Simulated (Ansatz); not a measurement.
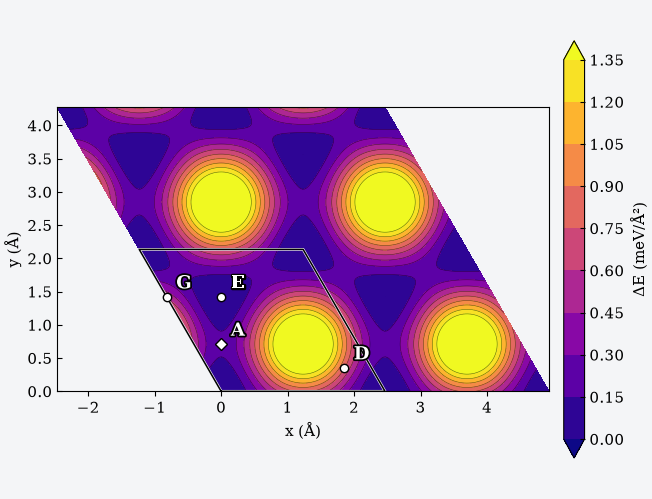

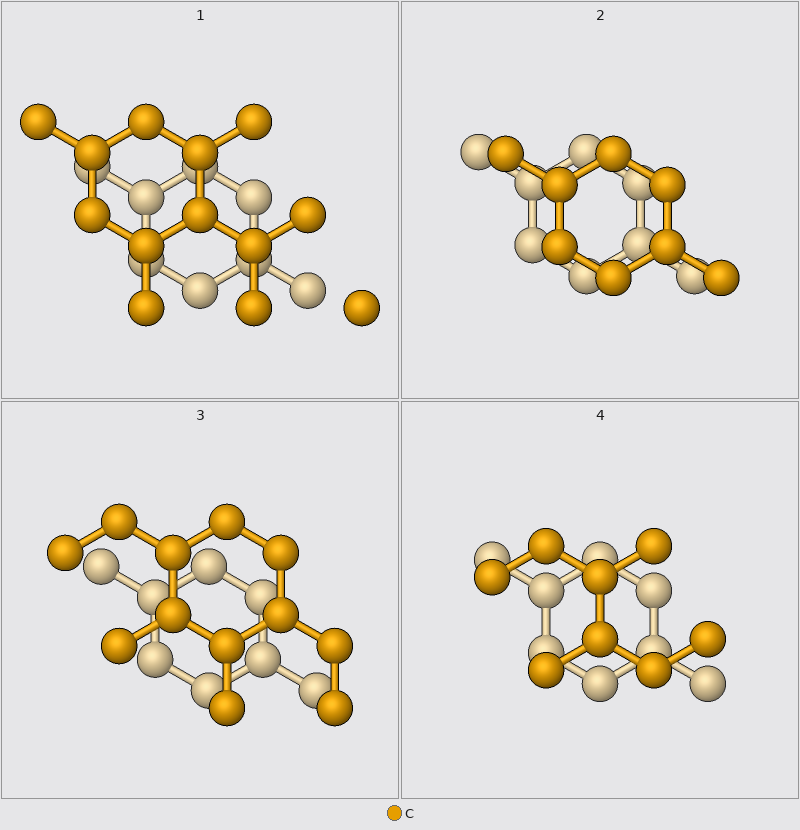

A bilayer of two C sheets, the upper one turned by 180 degrees about the normal (4 atoms in the cell). The upper layer of a bilayer is slid over the lower one; relaxed at each slide: nothing; the origin of the map has C3 above C1; the distance between the facing planes is held at 3.56 Å. Places are given modulo a cell vector. The map is drawn in real space over the plane of the slide. The grid has 6 × 6 points; 7 points were computed and 29 follow by symmetry. Energies: meV/Å², counted from the lowest grid point. At a held distance the lowest stacking need not be the one that binds best once the distance relaxes. The calculation used Ansatz 0.2.0, DFT PBE+D3(BJ), scalar-relativistic, plane waves, PAW. Settings: cutoff 420 eV, k-mesh 15×15×1, gaussian smearing 0.1 eV, no spin polarisation.

In the figure: filled contours, the outline of one cell of the 2 × 2 shown, one colour for all values above the top of the scale, lettered points. Between grid points the surface is interpolated. The numbered pictures are the structures at these points, in random order. They are seen from 5° off the normal. The lower layer is drawn fainter.

> Which structure belongs to which point?

A is structure 4: (1/6, 2/6) of the cell vectors, 0.18 meV/Å²; D is structure 2: (5/6, 1/6) of the cell vectors, 0.77 meV/Å²; E is structure 1: (2/6, 4/6) of the cell vectors, 0.00 meV/Å²; G is structure 3: (0/6, 4/6) of the cell vectors, 0.56 meV/Å².

PAW datasets: the set soft_1.
